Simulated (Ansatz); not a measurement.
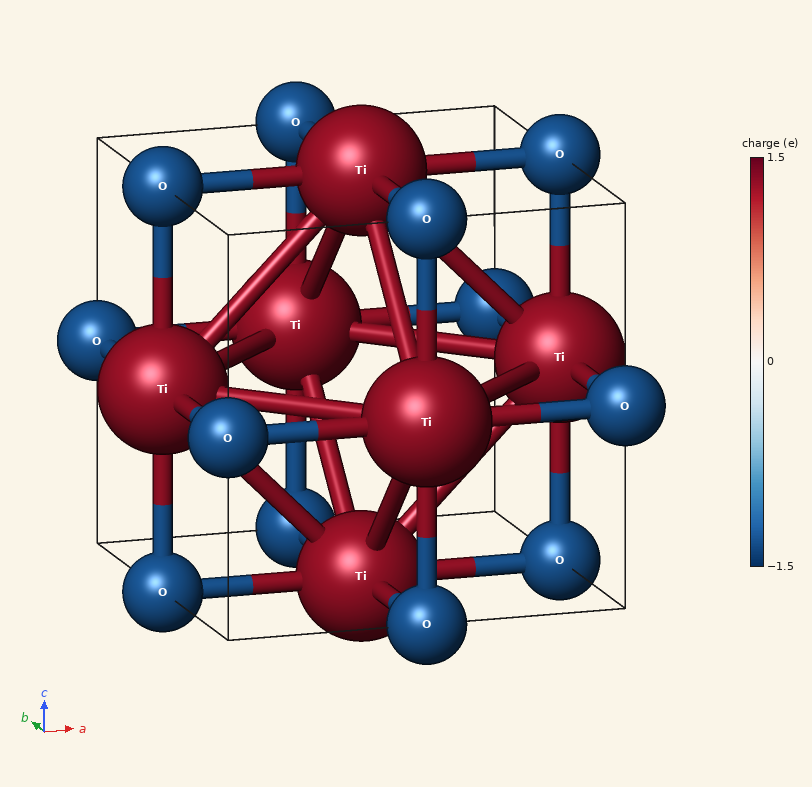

A ball-and-stick rendering, viewed slightly off an axis. Lines trace the edges of the simulation cell. The atoms of this TiO cell are coloured by their Bader charge.

Run with DFT PBEsol, scalar-relativistic, plane waves, PAW (Ansatz 0.2.0) and these settings: a kinetic-energy cutoff of 420 eV, a 10×10×10 k-point grid, Gaussian smearing of 0.1 eV, no spin polarisation.

Describe the charge distribution among the elements.

Most positive: Ti; most negative: O. Charges: about Ti +1.3 e; O -1.3 e.

The initial geometry was a structure listed in the Materials Project. Earlier steps of the study may have refined or changed the cell and positions. It was run through Ansatz as a DFT input.
